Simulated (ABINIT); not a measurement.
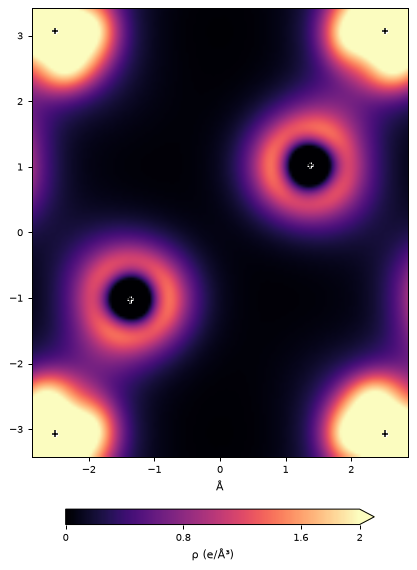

The valence pseudo-density on a plane through atoms (crosses mark nuclei in the plane).

The calculation used Kohn-Sham DFT of a periodic cell, PBE, JTH PAW PBE v2.0 (ABINIT).

Candidates:
A. AlNi, a = 2.88 Å, b = 2.88 Å, c = 2.88 Å, α = 90.00°, β = 90.00°, γ = 90.00°. Space group Pm-3m; computed pressure about −4 GPa in this cell; spin-polarised.
B. PtS2, a = 3.54 Å, b = 3.54 Å, c = 5.04 Å, α = 90.00°, β = 90.00°, γ = 120.00°. Space group P-3m1; not relaxed (largest force 1.4 eV/Å); computed pressure about 12 GPa in this cell.

Question: Which candidate gave the map?

Answer: Candidate B: PtS2 on the (110) plane of the conventional cell, which holds Pt and S. Pt–S (2.34 Å): ρ is about 0.69 e/Å³ halfway.
